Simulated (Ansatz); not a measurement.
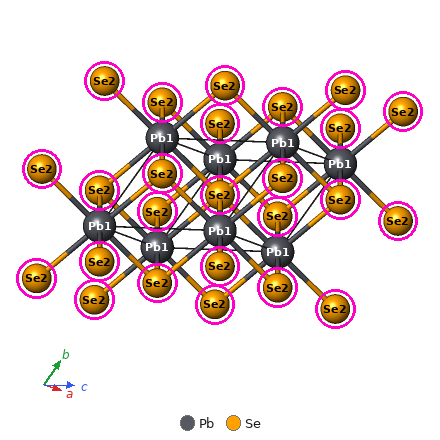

The system is PbSe (Fm-3m, No. 225; 2 atoms in the cell); the picture shows the reference structure. Atom Se2 is moved over a plane while all other atoms and the cell stay fixed (its periodic images move with it) (x, y and z along the cube axes). The first coordinate is: shift of Se2 along the Cartesian direction [1 1 0]; the second: shift of Se2 along z. The grid has 5 × 5 points; 9 points were computed and 16 follow by symmetry. Points are written as (first, second). Energies are in meV per cell, from the lowest grid point. The reference cell is the one listed in the database, not relaxed at this level. Computed with DFT PBE, scalar-relativistic, plane waves, PAW (Ansatz 0.2.0). Settings: cutoff 420 eV, k-mesh 10×10×10, gaussian smearing 0.03 eV, no spin polarisation.

Its coordinates:

```yaml
crystal:
  lattice:
    - [0.00000, 3.06215, 3.06215]
    - [3.06215, 0.00000, 3.06215]
    - [3.06215, 3.06215, 0.00000]
  atoms:
    - { symbol: Pb, position: [0.00000, 0.00000, 0.00000] }
    - { symbol: Se, position: [0.50000, 0.50000, 0.50000] }
```

Range: shift of Se2 along the Cartesian direction [1 1 0] from −0.2 to 0.2 Å; shift of Se2 along z from −0.2 to 0.2 Å.

**Predict the map.**

The lowest grid point is at (0.0 Å, 0.0 Å). No other kind of well shows on this grid. The highest grid point, (−0.2 Å, −0.2 Å), lies 40.3 meV above the lowest. Near the minimum the well is nearly round, with a curvature of about 0.55 eV/Å².

| second ↓, first → | −0.2 | −0.1 | 0.0 | 0.1 | 0.2 |
| --- | --- | --- | --- | --- | --- |
| 0.2 | 40.3 | 23.2 | 18.3 | 23.2 | 40.3 |
| 0.1 | 22.0 | 7.4 | 3.5 | 7.4 | 22.0 |
| 0.0 | 17.1 | 3.4 | 0.0 | 3.4 | 17.1 |
| −0.1 | 22.0 | 7.4 | 3.5 | 7.4 | 22.0 |
| −0.2 | 40.3 | 23.2 | 18.3 | 23.2 | 40.3 |

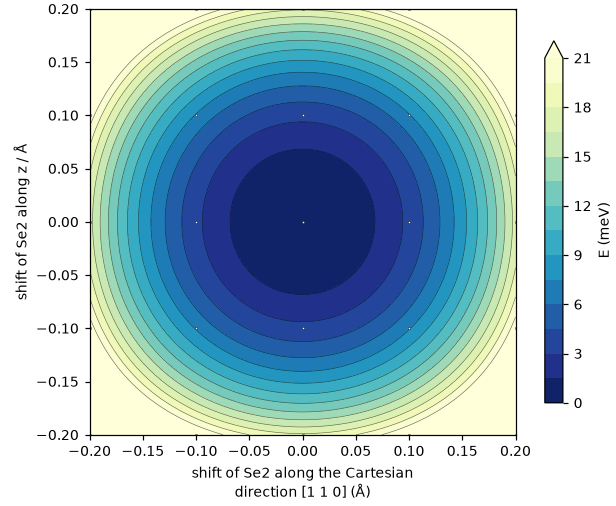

In the figure: filled contours, dots at the grid points, one colour for all values above the top of the scale. Between grid points the surface is interpolated.
